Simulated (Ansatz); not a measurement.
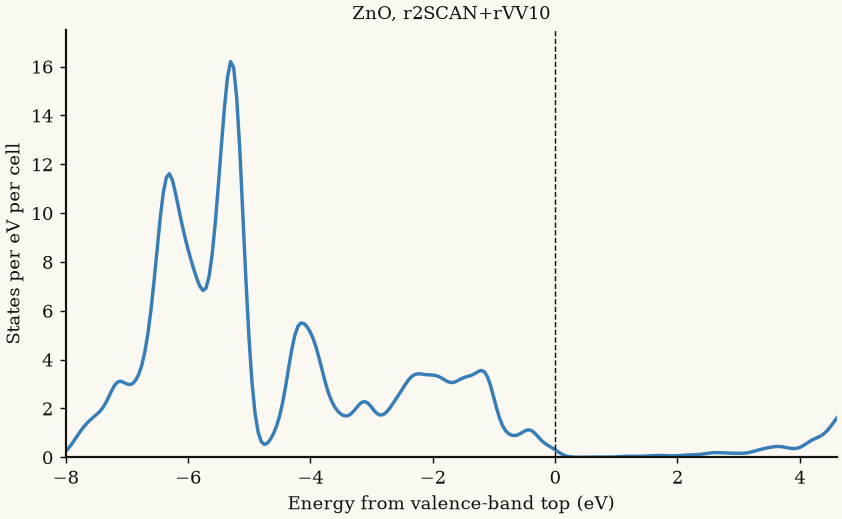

Density of states. Energies are counted from the top of the valence band. The curve is built from the levels of the k mesh with Gaussians 0.3 eV wide, which also blur the band edges.

Calculation on ZnO, space group Cmcm (No. 63), 4 atoms in the cell, InSe-12 type type; a = 5.97 Å, b = 5.97 Å, c = 2.92 Å, α = 119.33°, β = 119.33°, γ = 27.75°.

Level of theory: DFT, r2SCAN+rVV10, plane waves, PAW, no spin polarisation, 12×12×12 k mesh, 500 eV cutoff, Fermi-Dirac smearing of 0.03 eV; code Ansatz 0.2.0.

### Metal or insulator, going by the density of states?

There is a gap; over the k points computed it is 0.60 eV (indirect; the smallest direct gap is 2.21 eV).

### Where is the tallest peak of the filled states in the window?

Within the window shown, the tallest peak of the filled states lies 5.3 eV under the valence-band top, at about 16 states per eV and cell.
